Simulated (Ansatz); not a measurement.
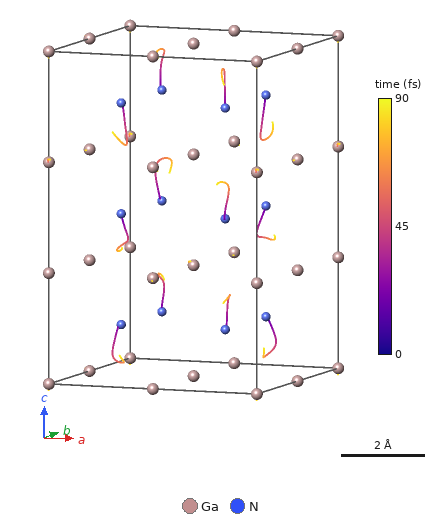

Molecular dynamics of a 24-atom cell of GaN (built on the CsCl type), 90 fs long. Lines trace each atom's path, coloured by time; spheres stand at the starting positions. Seen slightly off an axis in the simulation cell.

Computed with DFT, PBEsol, plane waves, PAW (Ansatz). Run with plane-wave cutoff 420 eV; k-point mesh 2 × 2 × 2; Fermi-Dirac smearing 0.02 eV; Langevin thermostat (NVT); set temperature 100 K; time step 3 fs.

Input
```yaml
crystal:
  lattice:
    - [5.3911095913, 0.0, 0.0]
    - [0.0, 5.3911095913, 0.0]
    - [0.0, 0.0, 8.086664387]
  atoms:
    - { symbol: Ga, position: [0.0, 0.0, 0.0] }
    - { symbol: "N", position: [0.25, 0.25, 0.1666666667] }
    - { symbol: Ga, position: [0.0, 0.0, 0.3333333333] }
    - { symbol: "N", position: [0.25, 0.25, 0.5] }
    - { symbol: Ga, position: [0.0, 0.0, 0.6666666667] }
    - { symbol: "N", position: [0.25, 0.25, 0.8333333333] }
    - { symbol: Ga, position: [0.0, 0.5, 0.0] }
    - { symbol: "N", position: [0.25, 0.75, 0.1666666667] }
    - { symbol: Ga, position: [0.0, 0.5, 0.3333333333] }
    - { symbol: "N", position: [0.25, 0.75, 0.5] }
    - { symbol: Ga, position: [0.0, 0.5, 0.6666666667] }
    - { symbol: "N", position: [0.25, 0.75, 0.8333333333] }
    - { symbol: Ga, position: [0.5, 0.0, 0.0] }
    - { symbol: "N", position: [0.75, 0.25, 0.1666666667] }
    - { symbol: Ga, position: [0.5, 0.0, 0.3333333333] }
    - { symbol: "N", position: [0.75, 0.25, 0.5] }
    - { symbol: Ga, position: [0.5, 0.0, 0.6666666667] }
    - { symbol: "N", position: [0.75, 0.25, 0.8333333333] }
    - { symbol: Ga, position: [0.5, 0.5, 0.0] }
    - { symbol: "N", position: [0.75, 0.75, 0.1666666667] }
    - { symbol: Ga, position: [0.5, 0.5, 0.3333333333] }
    - { symbol: "N", position: [0.75, 0.75, 0.5] }
    - { symbol: Ga, position: [0.5, 0.5, 0.6666666667] }
    - { symbol: "N", position: [0.75, 0.75, 0.8333333333] }
kpoints:
  mp_grid: { grid: [2, 2, 2] }
hamiltonian:
  xc: pbesol
scf:
  occupations: { method: fermi_dirac, width: 0.02 }
md:
  ensemble: nvt_langevin
  temperature: 100
  timestep: 3.0
  n_steps: 30
  initial_velocities: maxwell_boltzmann
  seed: 7332
```

Command:
```bash
ansatz run input.yaml --threads 4 --pin off --max-ram 3686MiB --backend cpu --events-out ev --progress --plain --runs-dir out
```

Describe the motion.

Root-mean-square distances from the starting positions over the second half, with the common drift of all atoms taken out: N 0.87 Å, Ga 0.12 Å. The potential energy sinks well below that of the force-free first frame, so the starting arrangement isn't stable at these settings: the atoms shift into a lower-energy one. With so coarse a k-point mesh for this cell that can be an artefact of the sampling. The mean temperature in the second half is 1512 K (standard deviation 341 K). That is above the set 100 K, because the structure releases potential energy faster than the thermostat removes it. The potential energy in the second half lies on average 401 meV per atom below the first frame.

Limits of the set-up: the k-point mesh is coarse for a cell with partly filled bands.

The run took 4.1 min on 4 threads of Arm Neoverse N1 (shared host), peak memory 1.1 GiB.
